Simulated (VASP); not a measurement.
The VASP input:

INCAR:
```
ENCUT = 520.000000
SIGMA = 0.010000
EDIFF = 1.00e-07
ALGO = Normal
METAGGA = R2SCAN
PREC = Accurate
IBRION = -1
ISIF = 2
ISMEAR = 0
NBANDS = 20
NELM = 120
NSW = 0
LASPH = .TRUE.
LCHARG = .FALSE.
LWAVE = .FALSE.
LREAL = .FALSE.
```

KPOINTS:
```
KPOINTS created by Atomic Simulation Environment
0
Gamma
8 8 8
0 0 0
```

POSCAR:
```
Sn O
 1.0000000000000000
     0.0000000000000000    2.5423341048000001    2.5334669704000001
     2.5423341048000001    0.0000000000000000    2.5334669704000001
     2.5423341048000001    2.5423341048000001    0.0000000000000000
 Sn  O
   1   2
Cartesian
  0.0000000000000000  0.0000000000000000  0.0000000000000000
  1.2711670523999998  1.2711670523999998  1.2667334851999998
  3.8135011571999997  3.8135011571999997  3.8002004555999997
```

Run as:
```bash
mpirun -np 1 vasp_std
```

System: SnO2, space group I4/mmm (No. 139), 3 atoms in the cell, fluorite type, biaxial (xy) strain +0.3%.

Computed with VASP 6.6.1: DFT, r2SCAN, plane waves, PAW, 8×8×8 k mesh.

Predict the main features of the density of states.

There is a gap; over the k points computed it is 0.77 eV (indirect; the smallest direct gap is 2.16 eV). The upper group of valence states starts about 8.4 eV under the valence-band top (which lies at −0.4 eV on this axis), with a gap beneath it; it holds about 12 electrons a cell.

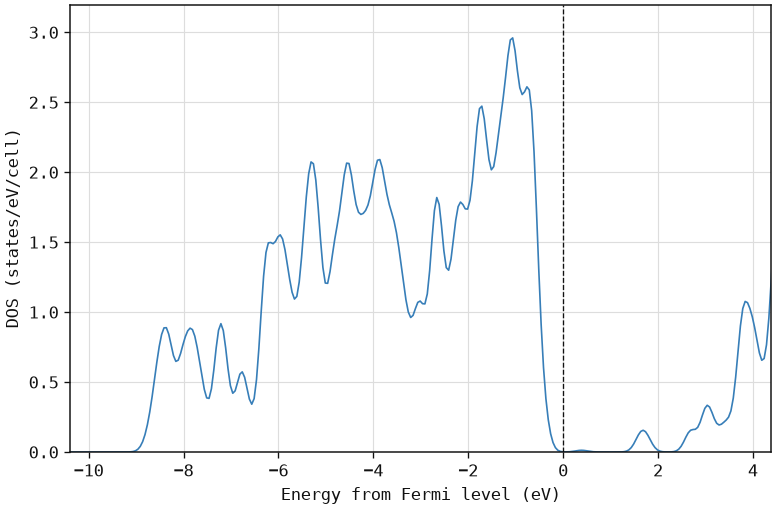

Density of states. Energies are counted from the Fermi level, put mid-gap where there is a gap. The curve is built from the levels of the k mesh with Gaussians 0.3 eV wide, which also blur the band edges.
